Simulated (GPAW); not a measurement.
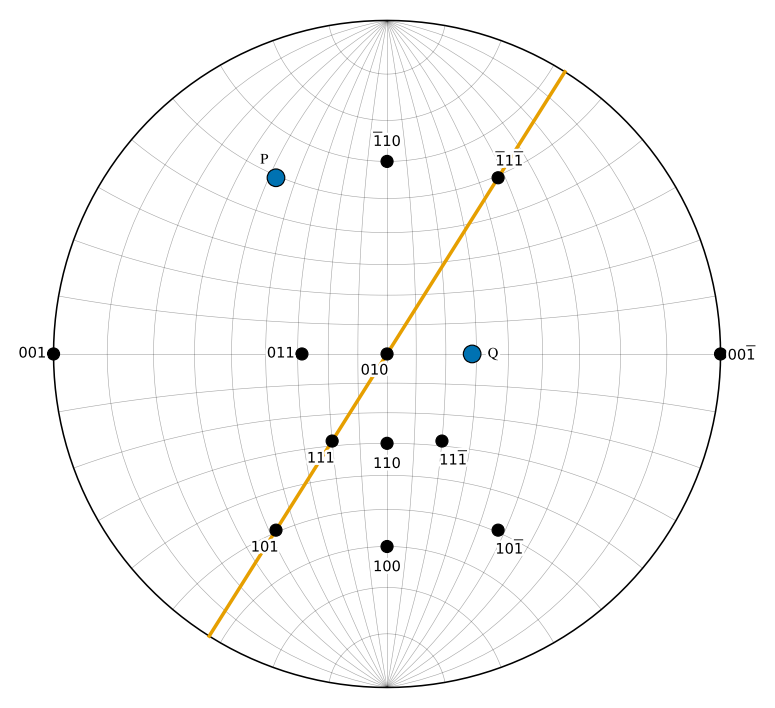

Stereographic projection of plane normals (upper hemisphere) centred on (0 1 0). Crystal: Ti, an entry of the Crystallography Open Database, as set up for an electronic-structure calculation. Geometry calculated from the standardised cell; symmetry tolerance 0.002 Å.

a = 2.950 Å, b = 2.950 Å, c = 4.680 Å, α = 90.00°, β = 90.00°, γ = 120.00°.

Q: Index the poles marked P, Q.

A: P is (−1 1 1), in four indices (−1 1 0 1), 64.0° from the centre; Q is (0 1 −1), in four indices (0 1 −1 −1), 28.6° from the centre.

Q: Which zone does the coloured great circle trace?

A: The zone [1 0 −1]: its poles satisfy h − l = 0.

Q: What is the angle between the normals of (1 0 0) and (1 1 1), and what are their d_hkl = 1/|g|?

A: 34.3°; d = 2.555 Å and 1.407 Å.
